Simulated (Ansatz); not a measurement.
## Geometry relaxation, with input and output: WS2 (part 3 of 3)

WS2 (P-3m1, 12 atoms in the cell); DFT PBE+D3(BJ), scalar-relativistic, plane waves, PAW, no spin polarisation (Ansatz 0.2.0); cutoff 420 eV, 12×12×1 k-mesh, Gaussian smearing of 0.02 eV. The structure derives from a Materials Project entry.

Geometry of the input (Å; fractional positions):
```
3.1831  0.0000  0.0000
-1.5916  2.7567  0.0000
0.0000  0.0000  35.1806
W  0.6667  0.3333  0.4077
W  0.6667  0.3333  0.7766
W  0.3333  0.6667  0.2234
W  0.3333  0.6667  0.5923
S  0.6667  0.3333  0.1789
S  0.6667  0.3333  0.5480
S  0.3333  0.6667  0.3634
S  0.3333  0.6667  0.7323
S  0.6667  0.3333  0.2677
S  0.6667  0.3333  0.6366
S  0.3333  0.6667  0.4520
S  0.3333  0.6667  0.8211
```

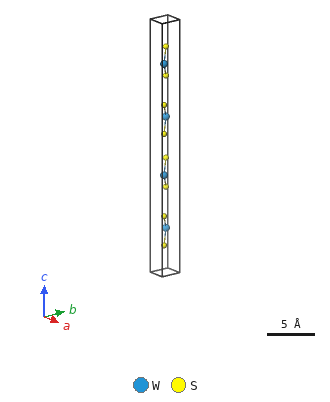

**Figure 1.** The geometry at step 20 of the log (ball-and-stick view of the cell of the calculation, seen slightly off an axis).

## Trajectory as extended XYZ, continued
```
12
Lattice="3.1553 0.0000 0.0000 -1.5777 2.7326 0.0000 0.0000 0.0000 33.6860" Properties=species:S:1:pos:R:3:forces:R:3 step=5 energy=-48770.33029 pressure_GPa=0.01
W     1.5777    0.9109   13.8079    0.0000   0.0000   0.0012
W     1.5777    0.9109   25.9540    0.0000   0.0000   0.0016
W     0.0000    1.8217    7.7320    0.0000   0.0000  -0.0016
W     0.0000    1.8217   19.8781    0.0000   0.0000  -0.0012
S     1.5777    0.9109    6.1550    0.0000   0.0000  -0.0014
S     1.5777    0.9109   18.3038    0.0000   0.0000   0.0003
S     0.0000    1.8217   12.2336    0.0000   0.0000  -0.0011
S     0.0000    1.8217   24.3790    0.0000   0.0000  -0.0005
S     1.5777    0.9109    9.3070    0.0000   0.0000   0.0005
S     1.5777    0.9109   21.4524    0.0000   0.0000   0.0011
S     0.0000    1.8217   15.3822    0.0000   0.0000  -0.0003
S     0.0000    1.8217   27.5309    0.0000   0.0000   0.0014
12
Lattice="3.1557 0.0000 0.0000 -1.5779 2.7329 0.0000 0.0000 0.0000 33.6077" Properties=species:S:1:pos:R:3:forces:R:3 step=7 energy=-48770.33048 pressure_GPa=-0.05
W     1.5779    0.9110   13.7686    0.0000   0.0000  -0.0041
W     1.5779    0.9110   25.9238    0.0000   0.0000  -0.0028
W     0.0000    1.8220    7.6839    0.0000   0.0000   0.0028
W     0.0000    1.8220   19.8391    0.0000   0.0000   0.0041
S     1.5779    0.9110    6.1068    0.0000   0.0000   0.0058
S     1.5779    0.9110   18.2646    0.0000   0.0000   0.0075
S     0.0000    1.8220   12.1938    0.0000   0.0000   0.0067
S     0.0000    1.8220   24.3484    0.0000   0.0000   0.0063
S     1.5779    0.9110    9.2593    0.0000   0.0000  -0.0063
S     1.5779    0.9110   21.4139    0.0000   0.0000  -0.0067
S     0.0000    1.8220   15.3431    0.0000   0.0000  -0.0075
S     0.0000    1.8220   27.5010    0.0000   0.0000  -0.0058
12
Lattice="3.1564 0.0000 0.0000 -1.5782 2.7336 0.0000 0.0000 0.0000 32.8186" Properties=species:S:1:pos:R:3:forces:R:3 step=9 energy=-48770.33256 pressure_GPa=-0.14
W     1.5782    0.9112   13.3680    0.0000   0.0000  -0.0237
W     1.5782    0.9112   25.5446    0.0000   0.0000  -0.0191
W     0.0000    1.8224    7.2739    0.0000   0.0000   0.0191
W     0.0000    1.8224   19.4506    0.0000   0.0000   0.0237
S     1.5782    0.9112    5.6970    0.0000   0.0000   0.0077
S     1.5782    0.9112   17.8765    0.0000   0.0000  -0.0010
S     0.0000    1.8224   11.7925    0.0000   0.0000   0.0207
S     0.0000    1.8224   23.9685    0.0000   0.0000   0.0203
S     1.5782    0.9112    8.8500    0.0000   0.0000  -0.0203
S     1.5782    0.9112   21.0261    0.0000   0.0000  -0.0207
S     0.0000    1.8224   14.9420    0.0000   0.0000   0.0010
S     0.0000    1.8224   27.1215    0.0000   0.0000  -0.0077
12
Lattice="3.1539 0.0000 0.0000 -1.5769 2.7313 0.0000 0.0000 0.0000 31.1007" Properties=species:S:1:pos:R:3:forces:R:3 step=12 energy=-48770.33893 pressure_GPa=0.17
W     1.5769    0.9104   12.5152    0.0000   0.0000  -0.0067
W     1.5769    0.9104   24.6428    0.0000   0.0000  -0.0035
W     0.0000    1.8209    6.4579    0.0000   0.0000   0.0035
W     0.0000    1.8209   18.5855    0.0000   0.0000   0.0067
S     1.5769    0.9104    4.8816    0.0000   0.0000  -0.0242
S     1.5769    0.9104   17.0119    0.0000   0.0000  -0.0230
S     0.0000    1.8209   10.9410    0.0000   0.0000  -0.0047
S     0.0000    1.8209   23.0680    0.0000   0.0000  -0.0049
S     1.5769    0.9104    8.0327    0.0000   0.0000   0.0049
S     1.5769    0.9104   20.1597    0.0000   0.0000   0.0047
S     0.0000    1.8209   14.0888    0.0000   0.0000   0.0230
S     0.0000    1.8209   26.2191    0.0000   0.0000   0.0242
12
Lattice="3.1568 0.0000 0.0000 -1.5784 2.7339 0.0000 0.0000 0.0000 30.1644" Properties=species:S:1:pos:R:3:forces:R:3 step=14 energy=-48770.34468 pressure_GPa=-0.09
W     1.5784    0.9113   12.0475    0.0000   0.0000  -0.0212
W     1.5784    0.9113   24.1874    0.0000   0.0000  -0.0088
W     0.0000    1.8226    5.9770    0.0000   0.0000   0.0088
W     0.0000    1.8226   18.1169    0.0000   0.0000   0.0212
S     1.5784    0.9113    4.4002    0.0000   0.0000   0.0045
S     1.5784    0.9113   16.5441    0.0000   0.0000  -0.0186
S     0.0000    1.8226   10.4734    0.0000   0.0000   0.0065
S     0.0000    1.8226   22.6119    0.0000   0.0000   0.0232
S     1.5784    0.9113    7.5525    0.0000   0.0000  -0.0232
S     1.5784    0.9113   19.6910    0.0000   0.0000  -0.0065
S     0.0000    1.8226   13.6203    0.0000   0.0000   0.0186
S     0.0000    1.8226   25.7642    0.0000   0.0000  -0.0045
12
Lattice="3.1584 0.0000 0.0000 -1.5792 2.7353 0.0000 0.0000 0.0000 29.1625" Properties=species:S:1:pos:R:3:forces:R:3 step=16 energy=-48770.35148 pressure_GPa=0.10
W     1.5792    0.9118   11.5475    0.0000   0.0000   0.0220
W     1.5792    0.9118   23.6579    0.0000   0.0000   0.0203
W     0.0000    1.8235    5.5045    0.0000   0.0000  -0.0203
W     0.0000    1.8235   17.6150    0.0000   0.0000  -0.0220
S     1.5792    0.9118    3.9307    0.0000   0.0000  -0.0472
S     1.5792    0.9118   16.0444    0.0000   0.0000  -0.0554
S     0.0000    1.8235    9.9780    0.0000   0.0000  -0.0601
S     0.0000    1.8235   22.0869    0.0000   0.0000  -0.0417
S     1.5792    0.9118    7.0756    0.0000   0.0000   0.0417
S     1.5792    0.9118   19.1845    0.0000   0.0000   0.0601
S     0.0000    1.8235   13.1180    0.0000   0.0000   0.0554
S     0.0000    1.8235   25.2317    0.0000   0.0000   0.0472
12
Lattice="3.1521 0.0000 0.0000 -1.5761 2.7298 0.0000 0.0000 0.0000 28.3368" Properties=species:S:1:pos:R:3:forces:R:3 step=18 energy=-48770.36323 pressure_GPa=0.32
W     1.5761    0.9099   11.1400    0.0000   0.0000   0.0046
W     1.5761    0.9099   23.2501    0.0000   0.0000   0.0133
W     0.0000    1.8199    5.0867    0.0000   0.0000  -0.0133
W     0.0000    1.8199   17.1969    0.0000   0.0000  -0.0046
S     1.5761    0.9099    3.5100    0.0000   0.0000  -0.0368
S     1.5761    0.9099   15.6228    0.0000   0.0000  -0.0214
S     0.0000    1.8199    9.5661    0.0000   0.0000  -0.0214
S     0.0000    1.8199   21.6757    0.0000   0.0000  -0.0210
S     1.5761    0.9099    6.6612    0.0000   0.0000   0.0210
S     1.5761    0.9099   18.7707    0.0000   0.0000   0.0214
S     0.0000    1.8199   12.7140    0.0000   0.0000   0.0214
S     0.0000    1.8199   24.8268    0.0000   0.0000   0.0368
12
Lattice="3.1550 0.0000 0.0000 -1.5775 2.7323 0.0000 0.0000 0.0000 27.4525" Properties=species:S:1:pos:R:3:forces:R:3 step=20 energy=-48770.37999 pressure_GPa=-0.11
W     1.5775    0.9108   10.7073    0.0000   0.0000  -0.0058
W     1.5775    0.9108   22.7785    0.0000   0.0000   0.0103
W     0.0000    1.8215    4.6740    0.0000   0.0000  -0.0103
W     0.0000    1.8215   16.7452    0.0000   0.0000   0.0058
S     1.5775    0.9108    3.0952    0.0000   0.0000   0.0213
S     1.5775    0.9108   15.1702    0.0000   0.0000   0.0309
S     0.0000    1.8215    9.1319    0.0000   0.0000   0.0431
S     0.0000    1.8215   21.2013    0.0000   0.0000   0.0661
S     1.5775    0.9108    6.2512    0.0000   0.0000  -0.0661
S     1.5775    0.9108   18.3206    0.0000   0.0000  -0.0431
S     0.0000    1.8215   12.2823    0.0000   0.0000  -0.0309
S     0.0000    1.8215   24.3573    0.0000   0.0000  -0.0213
12
Lattice="3.1576 0.0000 0.0000 -1.5788 2.7346 0.0000 0.0000 0.0000 26.6707" Properties=species:S:1:pos:R:3:forces:R:3 step=22 energy=-48770.40802 pressure_GPa=0.00
W     1.5788    0.9115   10.3283    0.0000   0.0000  -0.0065
W     1.5788    0.9115   22.3877    0.0000   0.0000   0.0178
W     0.0000    1.8231    4.2830    0.0000   0.0000  -0.0178
W     0.0000    1.8231   16.3424    0.0000   0.0000   0.0065
S     1.5788    0.9115    2.7085    0.0000   0.0000  -0.0590
S     1.5788    0.9115   14.7711    0.0000   0.0000  -0.0136
S     0.0000    1.8231    8.7567    0.0000   0.0000  -0.0259
S     0.0000    1.8231   20.8152    0.0000   0.0000  -0.0155
S     1.5788    0.9115    5.8555    0.0000   0.0000   0.0155
S     1.5788    0.9115   17.9140    0.0000   0.0000   0.0259
S     0.0000    1.8231   11.8996    0.0000   0.0000   0.0136
S     0.0000    1.8231   23.9622    0.0000   0.0000   0.0590
12
Lattice="3.1567 0.0000 0.0000 -1.5783 2.7338 0.0000 0.0000 0.0000 25.8843" Properties=species:S:1:pos:R:3:forces:R:3 step=24 energy=-48770.45185 pressure_GPa=0.09
W     1.5783    0.9113    9.9457    0.0000   0.0000  -0.0054
W     1.5783    0.9113   21.9680    0.0000   0.0000   0.0309
W     0.0000    1.8225    3.9163    0.0000   0.0000  -0.0309
W     0.0000    1.8225   15.9386    0.0000   0.0000   0.0054
S     1.5783    0.9113    2.3417    0.0000   0.0000  -0.0845
S     1.5783    0.9113   14.3675    0.0000   0.0000  -0.0140
S     0.0000    1.8225    8.3746    0.0000   0.0000  -0.0330
S     0.0000    1.8225   20.3954    0.0000   0.0000  -0.0119
S     1.5783    0.9113    5.4888    0.0000   0.0000   0.0119
S     1.5783    0.9113   17.5097    0.0000   0.0000   0.0330
S     0.0000    1.8225   11.5167    0.0000   0.0000   0.0140
S     0.0000    1.8225   23.5426    0.0000   0.0000   0.0845
12
Lattice="3.1574 0.0000 0.0000 -1.5787 2.7344 0.0000 0.0000 0.0000 24.8371" Properties=species:S:1:pos:R:3:forces:R:3 step=27 energy=-48770.54210 pressure_GPa=0.13
W     1.5787    0.9115    9.4518    0.0000   0.0000  -0.0141
W     1.5787    0.9115   21.3757    0.0000   0.0000   0.0677
W     0.0000    1.8229    3.4614    0.0000   0.0000  -0.0677
W     0.0000    1.8229   15.3852    0.0000   0.0000   0.0141
S     1.5787    0.9115    1.8866    0.0000   0.0000  -0.1068
S     1.5787    0.9115   13.8167    0.0000   0.0000  -0.0198
S     0.0000    1.8229    7.8830    0.0000   0.0000  -0.0506
S     0.0000    1.8229   19.8037    0.0000   0.0000   0.0093
S     1.5787    0.9115    5.0334    0.0000   0.0000  -0.0093
S     1.5787    0.9115   16.9541    0.0000   0.0000   0.0506
S     0.0000    1.8229   11.0204    0.0000   0.0000   0.0198
S     0.0000    1.8229   22.9505    0.0000   0.0000   0.1068
12
Lattice="3.1525 0.0000 0.0000 -1.5763 2.7302 0.0000 0.0000 0.0000 24.2884" Properties=species:S:1:pos:R:3:forces:R:3 step=29 energy=-48770.62510 pressure_GPa=0.80
W     1.5763    0.9101    9.1619    0.0000   0.0000  -0.0177
W     1.5763    0.9101   21.1387    0.0000   0.0000   0.0452
W     0.0000    1.8201    3.1497    0.0000   0.0000  -0.0452
W     0.0000    1.8201   15.1265    0.0000   0.0000   0.0177
S     1.5763    0.9101    1.5782    0.0000   0.0000  -0.1596
S     1.5763    0.9101   13.5589    0.0000   0.0000  -0.0982
S     0.0000    1.8201    7.5937    0.0000   0.0000  -0.1152
S     0.0000    1.8201   19.5686    0.0000   0.0000  -0.0765
S     1.5763    0.9101    4.7198    0.0000   0.0000   0.0765
S     1.5763    0.9101   16.6947    0.0000   0.0000   0.1152
S     0.0000    1.8201   10.7295    0.0000   0.0000   0.0982
S     0.0000    1.8201   22.7102    0.0000   0.0000   0.1596
12
Lattice="3.1864 0.0000 0.0000 -1.5932 2.7595 0.0000 0.0000 0.0000 24.9661" Properties=species:S:1:pos:R:3:forces:R:3 step=31 energy=-48770.55285 pressure_GPa=-2.63 accepted=F
W     1.5932    0.9198    9.2810    0.0000   0.0000   0.0636
W     1.5932    0.9198   21.8005    0.0000   0.0000   0.0227
W     0.0000    1.8397    3.1656    0.0000   0.0000  -0.0227
W     0.0000    1.8397   15.6851    0.0000   0.0000  -0.0636
S     1.5932    0.9198    1.6067    0.0000   0.0000  -0.1827
S     1.5932    0.9198   14.1059    0.0000   0.0000   0.2045
S     0.0000    1.8397    7.7051    0.0000   0.0000   0.2229
S     0.0000    1.8397   20.2423    0.0000   0.0000  -0.1290
S     1.5932    0.9198    4.7238    0.0000   0.0000   0.1290
S     1.5932    0.9198   17.2610    0.0000   0.0000  -0.2229
S     0.0000    1.8397   10.8603    0.0000   0.0000  -0.2045
S     0.0000    1.8397   23.3594    0.0000   0.0000   0.1827
12
Lattice="3.1541 0.0000 0.0000 -1.5771 2.7316 0.0000 0.0000 0.0000 24.2870" Properties=species:S:1:pos:R:3:forces:R:3 step=33 energy=-48770.64550 pressure_GPa=-0.01
W     1.5771    0.9105    9.1057    0.0000   0.0000   0.0002
W     1.5771    0.9105   21.2506    0.0000   0.0000  -0.0007
W     0.0000    1.8210    3.0364    0.0000   0.0000   0.0007
W     0.0000    1.8210   15.1813    0.0000   0.0000  -0.0002
S     1.5771    0.9105    1.4616    0.0000   0.0000   0.0016
S     1.5771    0.9105   13.6064    0.0000   0.0000   0.0017
S     0.0000    1.8210    7.5308    0.0000   0.0000   0.0052
S     0.0000    1.8210   19.6757    0.0000   0.0000   0.0044
S     1.5771    0.9105    4.6113    0.0000   0.0000  -0.0044
S     1.5771    0.9105   16.7562    0.0000   0.0000  -0.0052
S     0.0000    1.8210   10.6806    0.0000   0.0000  -0.0017
S     0.0000    1.8210   22.8254    0.0000   0.0000  -0.0016
12
Lattice="3.1541 0.0000 0.0000 -1.5770 2.7315 0.0000 0.0000 0.0000 24.2918" Properties=species:S:1:pos:R:3:forces:R:3 step=35 energy=-48770.63991 pressure_GPa=-0.01
W     1.5770    0.9105    9.1090    0.0000   0.0000   0.0001
W     1.5770    0.9105   21.2553    0.0000   0.0000  -0.0001
W     0.0000    1.8210    3.0365    0.0000   0.0000   0.0001
W     0.0000    1.8210   15.1828    0.0000   0.0000  -0.0001
S     1.5770    0.9105    1.4618    0.0000   0.0000  -0.0013
S     1.5770    0.9105   13.6081    0.0000   0.0000  -0.0015
S     0.0000    1.8210    7.5343    0.0000   0.0000  -0.0008
S     0.0000    1.8210   19.6806    0.0000   0.0000  -0.0009
S     1.5770    0.9105    4.6112    0.0000   0.0000   0.0009
S     1.5770    0.9105   16.7575    0.0000   0.0000   0.0008
S     0.0000    1.8210   10.6837    0.0000   0.0000   0.0015
S     0.0000    1.8210   22.8300    0.0000   0.0000   0.0013
```

## Summary

| quantity | value |
| --- | --- |
| outcome | converged |
| space group (tolerance 0.01 Å) | P-3m1 (164) → P6₃/mmc (194) |
| electrons treated | 104 |
| free energy | −48770.6399 eV |
| Fermi energy | 12.508 eV |
| gap on the k-point mesh | 0.89 eV |
| pressure | −0.01 GPa |
| final volume | 209.29 Å³ |
| largest force (length of the vector) at the end | 0.001 eV/Å |
| final cell | a = 3.154 Å, b = 3.154 Å, c = 24.292 Å, α = 90.00°, β = 90.00°, γ = 120.00° |
| hardware | 1 thread of an x86-64 CPU, shared host |
| wall time | 7.8 min |
| peak memory | 0.71 GiB |

Spin–orbit coupling is left out, which matters for W.
